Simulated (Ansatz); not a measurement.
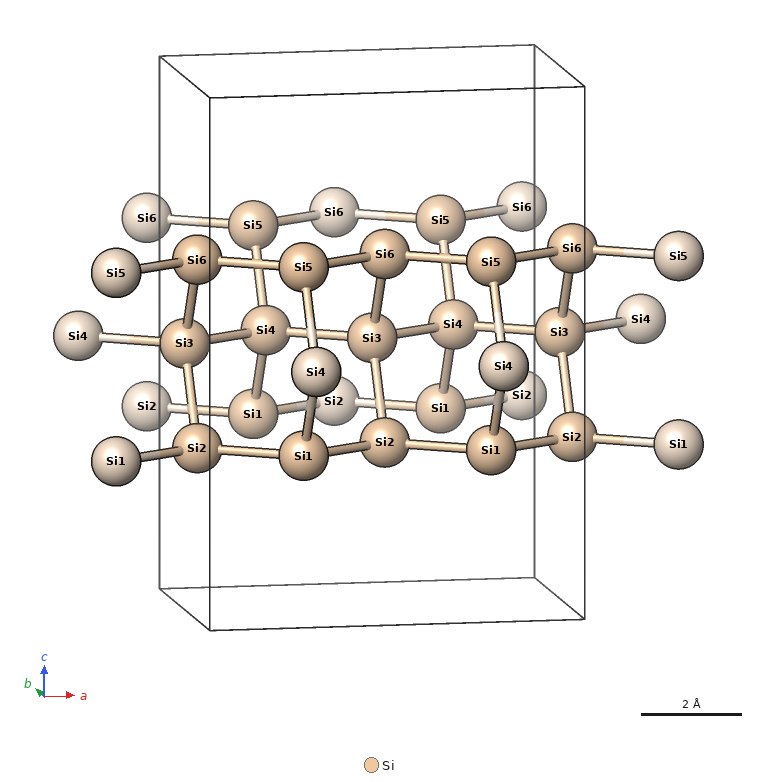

Fig. 1: The starting structure (ball-and-stick view of the 2 × 1 repeat of the cell, with the vacuum cut short, seen slightly off an axis; neighbours outside the cell are drawn fainter; atoms are numbered from 1 in the order of the input). An atom can appear more than once, as a periodic image. Near neighbours in the periodic cell (some may lie outside the picture): Si has 3 Si at 2.35 Å; Si has 4 Si at 2.35 Å.

# Geometry relaxation, with input and output: Si (part 1 of 2)

- system: Si (slab, 6 atoms in the cell)
- method: DFT PBE+D3(BJ), scalar-relativistic, plane waves, PAW, PAW set soft_1, no spin polarisation (Ansatz 0.2.0)

The structure derives from an entry of the Crystallography Open Database. The input holds or restrains some coordinates. Forces given for the steps count only the free coordinates. Figures and captions count atoms from 1; the log counts them from 0 in places.

## Output
```
Engine: ansatz 0.2.0, aarch64-unknown-linux-gnu
Pseudopotentials: kind: paw
Pseudopotential: Si, paw, valence charge 4, recommended cutoff 420 eV (normal), [file]
Functional definition: PBE
  parameter kappa = 0.804
  parameter beta = 0.06672455060314922
  exchange = pbe_x(kappa = kappa, mu = beta*pi^2/3)
  correlation = pbe_c(beta = beta)
Crystal: 6 atoms, lattice volume = 370.598 Å³
Basis set: ecut = 420 eV, 7261 PW (Γ), exchange–correlation on 54×80×240 points (8 copies of the dense FFT grid, shifted against one another)
Bands: 18, of which v1, the nominal top of the filled ones, is band 12 counted from 1 (11 counted from 0)
Symmetry: 4 space group operations
k-points: 20 of 48
Non-local potential: Si, projectors of the file, l = 0: 2, l = 1: 2, l = 2: 1
PAW form: soft (Blöchl's): semilocal exchange-correlation on the pseudo side does not see the compensation charge
PAW one-centre angular grid: Si, 110 points (default); XC on 64 Gauss nodes
Initial density: superposition of atomic densities (neutral atoms: chi_scale 0, normalization atom)
Initial wavefunctions: pseudopotential atomic-orbital guess
Functional: x = pbe(κ = 0.804, μ = 0.2195149727645171), c = pbe(β = 0.06672455060314922)
SCF iter   1: F=—  HF=-3813.044134 eV  |F-HF|=—  |Δ(HF+E_count)|=         —  Δρ=2.40e-2  dr2=3.62e0  ethr=3.10e-3  p=0.000 e·Å  D=3.50e-15 V/Å  ΔV_dip=-0.00 eV  dr2_dipole=4.02e-8  V_vac-E_F(+/−)=6.23/6.23 eV  ⟨swp⟩=11.6  Hψ=3142  notcnv=0
efield: sawtooth ramp at fractional position 0.9800 (placed from the atoms, in the widest stretch of the axis that holds none; the zero of the levels goes with the place), width 0.0400; the density the first Hamiltonian is built on has a dipole p = 0.000 e·Å; the dipole correction subtracts the counter field D = 3.50e-15 V/Å, which shifts the + side's vacuum level by -0.00 eV against the − side's; the planar-averaged density in the ramp window peaks in size at 5.0e-8 e/Å³
preconditioner: auto → LDOS  [metal: Δε(μ)=0.026 eV  Ē_g=7.139 eV  σ=0.050 eV  W_gap=0.29  n_scr=28 (ndim 8)  ℏωp=9.4 eV  f_vac=0.521  D(μ)=2.89/eV (n_scr^D=8)  β→1.0]
SCF iter   2: F=—  HF=-3812.337787 eV  |F-HF|=—  |Δ(HF+E_count)|=   7.06e-1  Δρ=1.02e-2  dr2=1.01e0  ethr=3.10e-3  p=0.000 e·Å  D=3.31e-6 V/Å  ΔV_dip=-0.00 eV  dr2_dipole=7.49e-7  V_vac-E_F(+/−)=4.79/4.79 eV  ⟨swp⟩=4.3  Hψ=1097  notcnv=0  defer=26
SCF iter   3: F=—  HF=-3812.200428 eV  |F-HF|=—  |Δ(HF+E_count)|=   1.37e-1  Δρ=2.56e-3  dr2=1.18e-1  ethr=3.10e-3  p=0.000 e·Å  D=2.46e-6 V/Å  ΔV_dip=-0.00 eV  dr2_dipole=3.68e-8  V_vac-E_F(+/−)=5.11/5.11 eV  ⟨swp⟩=3.0  Hψ=697  notcnv=0  defer=26
SCF iter   4: F=—  HF=-3812.182933 eV  |F-HF|=—  |Δ(HF+E_count)|=   1.75e-2  Δρ=8.59e-4  dr2=1.29e-2  ethr=4.94e-4  p=-0.000 e·Å  D=-1.06e-6 V/Å  ΔV_dip=0.00 eV  dr2_dipole=2.24e-9  V_vac-E_F(+/−)=4.95/4.95 eV  ⟨swp⟩=3.0  Hψ=655  notcnv=0  defer=27
SCF iter   5: F=—  HF=-3812.180668 eV  |F-HF|=—  |Δ(HF+E_count)|=   2.26e-3  Δρ=3.64e-4  dr2=1.20e-3  ethr=5.37e-5  p=-0.000 e·Å  D=-1.27e-7 V/Å  ΔV_dip=0.00 eV  dr2_dipole=1.74e-9  V_vac-E_F(+/−)=4.83/4.83 eV  ⟨swp⟩=2.5  Hψ=565  notcnv=0  defer=27
SCF iter   6: F=—  HF=-3812.180523 eV  |F-HF|=—  |Δ(HF+E_count)|=   1.45e-4  Δρ=1.06e-4  dr2=1.16e-4  ethr=4.99e-6  p=-0.000 e·Å  D=-3.64e-7 V/Å  ΔV_dip=0.00 eV  dr2_dipole=7.25e-10  V_vac-E_F(+/−)=4.78/4.78 eV  ⟨swp⟩=2.6  Hψ=583  notcnv=0  defer=27
SCF iter   7: F=-3812.180516 eV  HF=-3812.180518 eV  |F-HF|=1.59e-6  |Δ(HF+E_count)|=   5.01e-6  Δρ=2.06e-5  dr2=4.14e-6  ethr=9.38e-8  p=0.000 e·Å  D=4.55e-7 V/Å  ΔV_dip=-0.00 eV  dr2_dipole=1.61e-10  V_vac-E_F(+/−)=4.76/4.76 eV  ⟨swp⟩=14.8  Hψ=2834  notcnv=0
SCF 1 converged in 7 iterations: F = -3812.180516 eV  dr2 = 4.14e-6
  greatest PAW one-centre occupation: 0.660 electrons in one spin orbital (limit 2), on the Si atom at site 4 (counted from 0), in its partial waves of l = 0
relax step   1: F+E_penalty+E_count = -3812.18051621 eV  Δ(F+E_penalty+E_count) = +0.000e0 eV  max|allowed force component| = 4.932e-1 eV/Å  Δτ_max = 0.0000 Å  (7 SCF iters, dr2 threshold 2.25e-5 eV, accepted)
Initial density: handed on by an earlier stage of this run
Initial wavefunctions: those handed on with the density
iter 1 solved again at ethr=2.17e-4 eV; its pass at ethr=3.10e-3 eV (dr2=5.20e-2 eV) is discarded
SCF iter   1: F=—  HF=-3812.229113 eV  |F-HF|=—  |Δ(HF+E_count)|=         —  Δρ=2.01e-3  dr2=3.91e-2  ethr=2.17e-4  p=0.000 e·Å  D=4.55e-7 V/Å  ΔV_dip=-0.00 eV  dr2_dipole=8.38e-3  V_vac-E_F(+/−)=4.79/4.79 eV  ⟨swp⟩=1.4  Hψ=1787  notcnv=0  defer=25
efield: sawtooth ramp at fractional position 0.9800 (handed on by an earlier solve), width 0.0400; the density the first Hamiltonian is built on has a dipole p = 0.000 e·Å; the dipole correction subtracts the counter field D = 4.55e-7 V/Å, which shifts the + side's vacuum level by -0.00 eV against the − side's; the planar-averaged density in the ramp window peaks in size at 7.0e-7 e/Å³
preconditioner: auto → LDOS  [metal: Δε(μ)=0.021 eV  Ē_g=6.985 eV  σ=0.050 eV  W_gap=0.23  n_scr=28 (ndim 8)  ℏωp=9.4 eV  f_vac=0.542  D(μ)=7.15/eV (n_scr^D=38)  β→1.0]
SCF iter   2: F=—  HF=-3812.225567 eV  |F-HF|=—  |Δ(HF+E_count)|=   3.55e-3  Δρ=1.09e-3  dr2=1.76e-2  ethr=1.63e-4  p=0.004 e·Å  D=1.75e-3 V/Å  ΔV_dip=-0.03 eV  dr2_dipole=4.77e-3  V_vac-E_F(+/−)=4.76/4.79 eV  ⟨swp⟩=3.3  Hψ=668  notcnv=0  defer=25
SCF iter   3: F=—  HF=-3812.223925 eV  |F-HF|=—  |Δ(HF+E_count)|=   1.64e-3  Δρ=1.66e-4  dr2=2.76e-4  ethr=7.32e-5  p=0.001 e·Å  D=7.15e-4 V/Å  ΔV_dip=-0.01 eV  dr2_dipole=1.79e-6  V_vac-E_F(+/−)=4.77/4.78 eV  ⟨swp⟩=2.5  Hψ=524  notcnv=0  defer=25
SCF iter   4: F=—  HF=-3812.223899 eV  |F-HF|=—  |Δ(HF+E_count)|=   2.59e-5  Δρ=4.73e-5  dr2=1.62e-5  ethr=1.15e-6  p=0.002 e·Å  D=8.09e-4 V/Å  ΔV_dip=-0.01 eV  dr2_dipole=2.46e-8  V_vac-E_F(+/−)=4.77/4.78 eV  ⟨swp⟩=2.1  Hψ=588  notcnv=0  defer=25
SCF iter   5: F=-3812.223897 eV  HF=-3812.223905 eV  |F-HF|=8.15e-6  |Δ(HF+E_count)|=   6.47e-6  Δρ=2.08e-5  dr2=9.58e-6  ethr=6.34e-8  p=0.002 e·Å  D=8.93e-4 V/Å  ΔV_dip=-0.02 eV  dr2_dipole=8.94e-7  V_vac-E_F(+/−)=4.76/4.78 eV  ⟨swp⟩=13.7  Hψ=2486  notcnv=0
SCF 2 converged in 5 iterations: F = -3812.223897 eV  dr2 = 9.58e-6
  greatest PAW one-centre occupation: 0.660 electrons in one spin orbital (limit 2), on the Si atom at site 1 (counted from 0), in its partial waves of l = 0
relax step   2: F+E_penalty+E_count = -3812.22389705 eV  Δ(F+E_penalty+E_count) = -4.338e-2 eV  max|allowed force component| = 1.244e-1 eV/Å  Δτ_max = 0.0843 Å  (5 SCF iters, dr2 threshold 1.52e-5 eV, accepted)
SCF iter   1: F=—  HF=-3812.236813 eV  |F-HF|=—  |Δ(HF+E_count)|=         —  Δρ=1.75e-3  dr2=3.11e-2  ethr=1.10e-3  p=0.002 e·Å  D=8.93e-4 V/Å  ΔV_dip=-0.02 eV  dr2_dipole=6.46e-3  V_vac-E_F(+/−)=4.79/4.80 eV  ⟨swp⟩=4.2  Hψ=1254  notcnv=0  defer=25
efield: sawtooth ramp at fractional position 0.9800 (handed on by an earlier solve), width 0.0400; the density the first Hamiltonian is built on has a dipole p = 0.002 e·Å; the dipole correction subtracts the counter field D = 8.93e-4 V/Å, which shifts the + side's vacuum level by -0.02 eV against the − side's; the planar-averaged density in the ramp window peaks in size at 6.9e-7 e/Å³
preconditioner: auto → LDOS  [metal: Δε(μ)=0.025 eV  Ē_g=7.037 eV  σ=0.050 eV  W_gap=0.27  n_scr=28 (ndim 8)  ℏωp=9.4 eV  f_vac=0.546  D(μ)=6.46/eV (n_scr^D=30)  β→1.0]
SCF iter   2: F=—  HF=-3812.234304 eV  |F-HF|=—  |Δ(HF+E_count)|=   2.51e-3  Δρ=9.61e-4  dr2=1.65e-2  ethr=1.30e-4  p=0.006 e·Å  D=2.81e-3 V/Å  ΔV_dip=-0.05 eV  dr2_dipole=5.51e-3  V_vac-E_F(+/−)=4.75/4.80 eV  ⟨swp⟩=3.4  Hψ=811  notcnv=0  defer=26
SCF iter   3: F=—  HF=-3812.233049 eV  |F-HF|=—  |Δ(HF+E_count)|=   1.25e-3  Δρ=1.86e-4  dr2=5.34e-4  ethr=6.86e-5  p=0.003 e·Å  D=1.59e-3 V/Å  ΔV_dip=-0.03 eV  dr2_dipole=4.95e-5  V_vac-E_F(+/−)=4.77/4.80 eV  ⟨swp⟩=2.4  Hψ=494  notcnv=0  defer=26
SCF iter   4: F=—  HF=-3812.232954 eV  |F-HF|=—  |Δ(HF+E_count)|=   9.50e-5  Δρ=6.35e-5  dr2=4.04e-5  ethr=2.23e-6  p=0.003 e·Å  D=1.48e-3 V/Å  ΔV_dip=-0.03 eV  dr2_dipole=5.38e-6  V_vac-E_F(+/−)=4.77/4.79 eV  ⟨swp⟩=2.5  Hψ=568  notcnv=0  defer=26
SCF iter   5: F=—  HF=-3812.232957 eV  |F-HF|=—  |Δ(HF+E_count)|=   3.15e-6  Δρ=2.07e-5  dr2=8.20e-6  ethr=1.68e-7  p=0.003 e·Å  D=1.46e-3 V/Å  ΔV_dip=-0.03 eV  dr2_dipole=4.08e-7  V_vac-E_F(+/−)=4.76/4.79 eV  ⟨swp⟩=2.7  Hψ=617  notcnv=0  defer=26
SCF iter   6: F=-3812.232956 eV  HF=-3812.232957 eV  |F-HF|=8.24e-8  |Δ(HF+E_count)|=   3.47e-7  Δρ=5.17e-6  dr2=4.19e-7  ethr=4.03e-9  p=0.003 e·Å  D=1.49e-3 V/Å  ΔV_dip=-0.03 eV  dr2_dipole=4.91e-8  V_vac-E_F(+/−)=4.76/4.79 eV  ⟨swp⟩=13.2  Hψ=2367  notcnv=0
SCF 3 converged in 6 iterations: F = -3812.232956 eV  dr2 = 4.19e-7
  greatest PAW one-centre occupation: 0.661 electrons in one spin orbital (limit 2), on the Si atom at site 1 (counted from 0), in its partial waves of l = 0
relax step   3: F+E_penalty+E_count = -3812.23295648 eV  Δ(F+E_penalty+E_count) = -9.059e-3 eV  max|allowed force component| = 1.366e-2 eV/Å  Δτ_max = 0.0691 Å  (6 SCF iters, dr2 threshold 9.68e-7 eV, accepted)
iter 1 solved again at ethr=1.81e-9 eV; its pass at ethr=3.10e-3 eV (dr2=4.35e-7 eV) is discarded
SCF iter   1: F=—  HF=-3812.232989 eV  |F-HF|=—  |Δ(HF+E_count)|=         —  Δρ=5.34e-6  dr2=4.34e-7  ethr=1.81e-9  p=0.003 e·Å  D=1.49e-3 V/Å  ΔV_dip=-0.03 eV  dr2_dipole=5.65e-8  V_vac-E_F(+/−)=4.76/4.79 eV  ⟨swp⟩=1.0  Hψ=1200  notcnv=0
efield: sawtooth ramp at fractional position 0.9800 (handed on by an earlier solve), width 0.0400; the density the first Hamiltonian is built on has a dipole p = 0.003 e·Å; the dipole correction subtracts the counter field D = 1.49e-3 V/Å, which shifts the + side's vacuum level by -0.03 eV against the − side's; the planar-averaged density in the ramp window peaks in size at 7.0e-7 e/Å³
preconditioner: auto → LDOS  [metal: Δε(μ)=0.012 eV  Ē_g=7.025 eV  σ=0.050 eV  W_gap=0.13  n_scr=28 (ndim 8)  ℏωp=9.4 eV  f_vac=0.545  D(μ)=6.83/eV (n_scr^D=38)  β→1.0]
SCF iter   2: F=—  HF=-3812.232957 eV  |F-HF|=—  |Δ(HF+E_count)|=   3.19e-5  Δρ=3.12e-6  dr2=1.56e-7  ethr=1.81e-9  p=0.003 e·Å  D=1.52e-3 V/Å  ΔV_dip=-0.03 eV  dr2_dipole=5.00e-9  V_vac-E_F(+/−)=4.76/4.79 eV  ⟨swp⟩=2.2  Hψ=570  notcnv=0
SCF iter   3: F=-3812.232957 eV  HF=-3812.232957 eV  |F-HF|=3.98e-9  |Δ(HF+E_count)|=   1.18e-8  Δρ=1.59e-6  dr2=3.11e-8  ethr=4.17e-10  p=0.003 e·Å  D=1.53e-3 V/Å  ΔV_dip=-0.03 eV  dr2_dipole=6.86e-10  V_vac-E_F(+/−)=4.76/4.79 eV  ⟨swp⟩=6.0  Hψ=1485  notcnv=0
SCF 4 converged in 3 iterations: F = -3812.232957 eV  dr2 = 3.11e-8
relax step   4: F+E_penalty+E_count = -3812.23295672 eV  Δ(F+E_penalty+E_count) = -2.451e-7 eV  max|allowed force component| = 1.360e-2 eV/Å  Δτ_max = 0.0000 Å  (3 SCF iters, accepted)
```

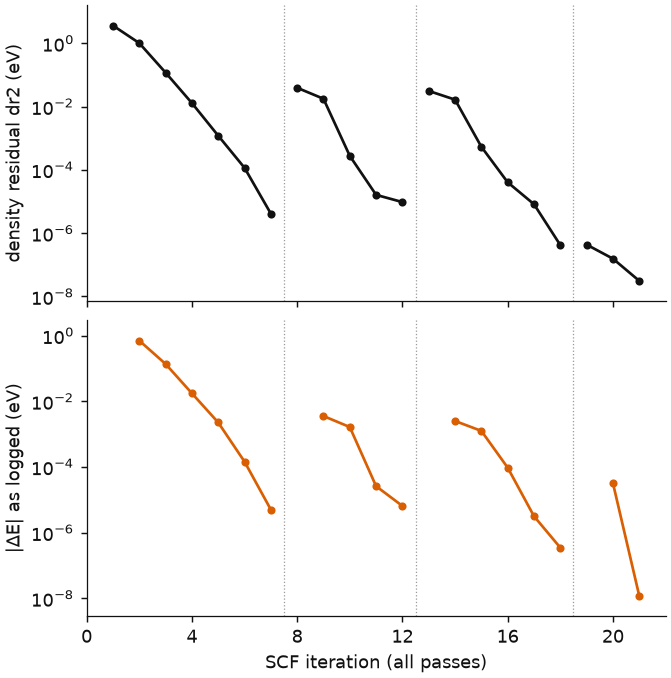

Fig. 2: Convergence of the self-consistent field: density residual dr2 and size of the energy change against the SCF iteration. The dotted lines part the SCF passes of the relaxation: geometry steps, rejected trials and re-solves on a re-selected basis. The passes take 7, 5, 6 and 3 iterations.
